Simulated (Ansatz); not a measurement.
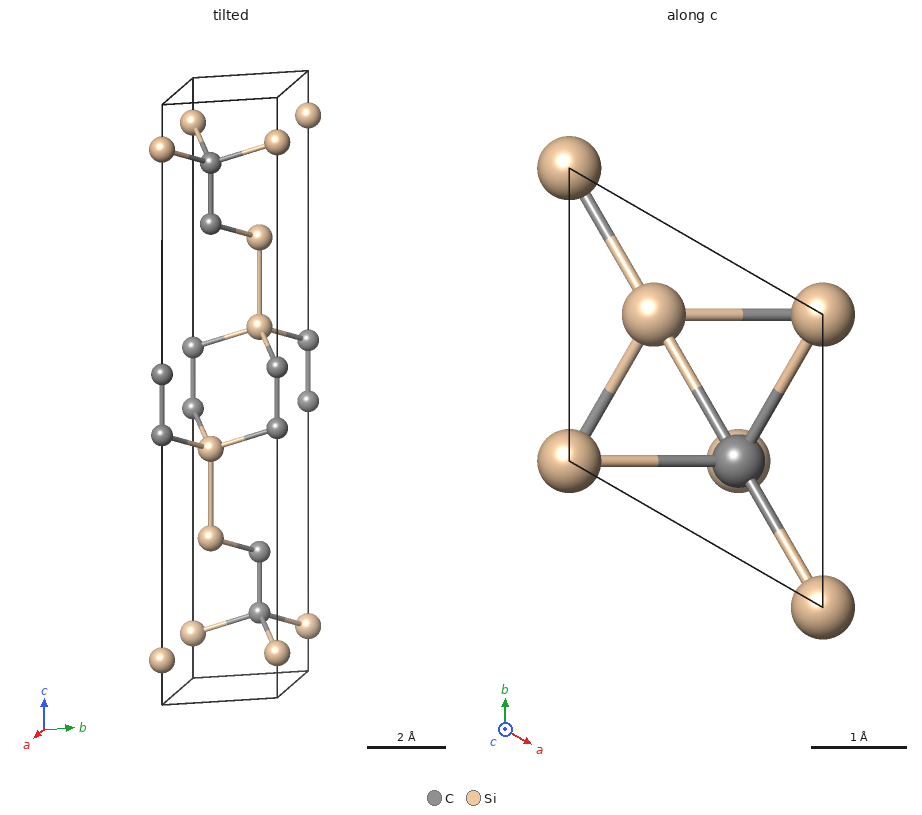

A ball-and-stick rendering, viewed slightly off an axis and along the c axis. One conventional unit cell is framed, with atoms on its boundary repeated.

SiC, space group R-3m (No. 166), a = 3.08 Å, b = 3.08 Å, c = 15.96 Å, α = 90.00°, β = 90.00°, γ = 120.00°.

All computed values are from Ansatz 0.2.0, G0W0 on LDA, plane waves, PAW. Settings: a basis cut at 420 eV, k-points about 0.40 Å⁻¹ apart, no spin polarisation.

**Is it conducting or gapped at this level?**

A semiconductor at this level, with a gap of 0.48 eV, indirect; the smallest direct gap is 1.78 eV.

The cell started as a structure type filled with these elements by a generator (whether the compound takes this form wasn't checked). Earlier steps of the study may have refined or changed the cell and positions. It went into a calculation with Ansatz.
